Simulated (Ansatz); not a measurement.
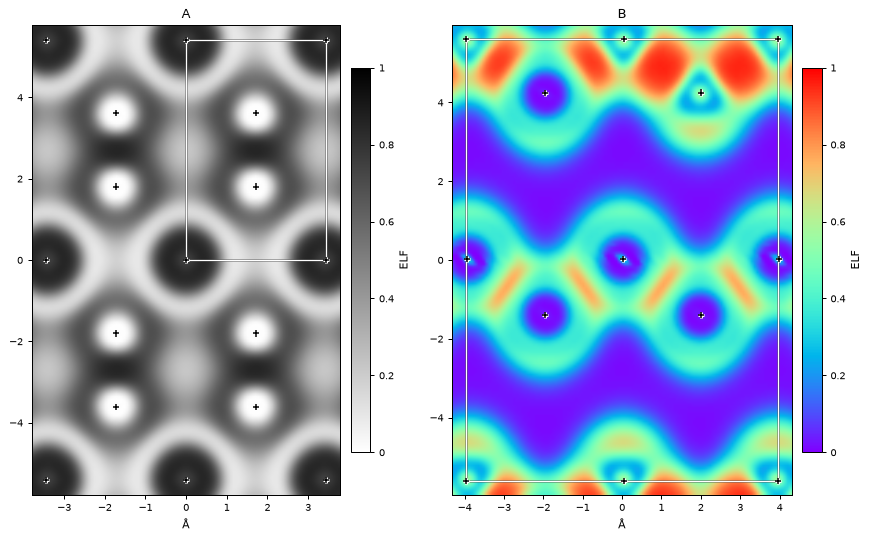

The ELF of 2 systems, each on a plane through atoms (crosses mark nuclei in the plane).

These are results of DFT PBEsol, scalar-relativistic, plane waves, PAW (Ansatz), not measurements.

System 1: SiGe$_{3}$, the (101̄) plane of the conventional cell. Space group Cm; a generated structure, not necessarily the stable one.

System 2: HfB$_{2}$, the (110) plane of the conventional cell. Space group P6/mmm.

```xyz
3
Lattice="3.1280 0.0000 0.0000 -1.5640 2.7089 0.0000 0.0000 0.0000 3.4460" Properties=species:S:1:pos:R:3 pbc="T T T"
Hf    0.0000    0.0000    0.0000
B     0.0000    1.8060    1.7230
B     1.5640    0.9030    1.7230
```

Question: Match each panel to its system.

Answer: Panel A is system 2, HfB$_{2}$: the plane holds Hf and B. B–B (1.81 Å): the ELF peaks at about 0.85 between the atoms. Panel B is system 1, SiGe$_{3}$: the plane holds Si and Ge. Si–Si (2.38 Å): the ELF peaks at about 0.95 between the atoms; localised, covalent bonding.
